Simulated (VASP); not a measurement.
```
Pt S
1.0
     3.54354    0.00000    0.00000
    -1.77177    3.06880    0.00000
     0.00000    0.00000   16.00861
Pt S
3 6
Direct
  0.00000 0.00000 0.00000
  0.66667 0.33333 0.33333
  0.33333 0.66667 0.66667
  0.66667 0.33333 0.07718
  0.33333 0.66667 0.41051
  0.00000 0.00000 0.74385
  0.00000 0.00000 0.25615
  0.66667 0.33333 0.58949
  0.33333 0.66667 0.92282
```

Space group R-3m; a generated structure, not necessarily the stable one.

The calculation used Kohn-Sham DFT of a periodic cell, PBE with D3(BJ), VASP PAW PBE potentials, recommended in VASP 6.6.1.

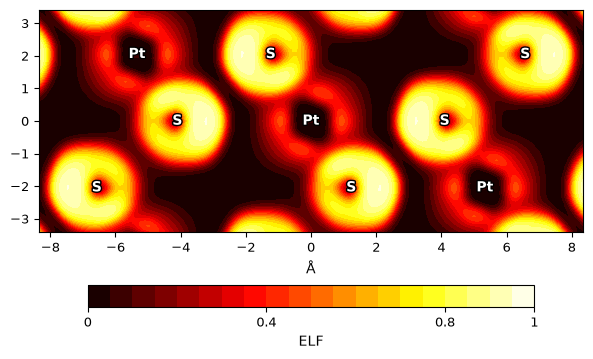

PtS2. ELF on the (110) plane of the conventional cell.

Q: Describe what can be read from this map.

A: Atoms in the plane: Pt and S.
Pt–S (2.39 Å): the ELF peaks at about 0.90 in the valence shell of S, 0.8 Å from its nucleus, and is about 0.55 at the midpoint.

Q: Does the calculation make it a metal, or give it a gap?

A: It is gapped, with a Kohn–Sham gap of 0.88 eV on the k-point mesh, an upper bound to the gap of this method.
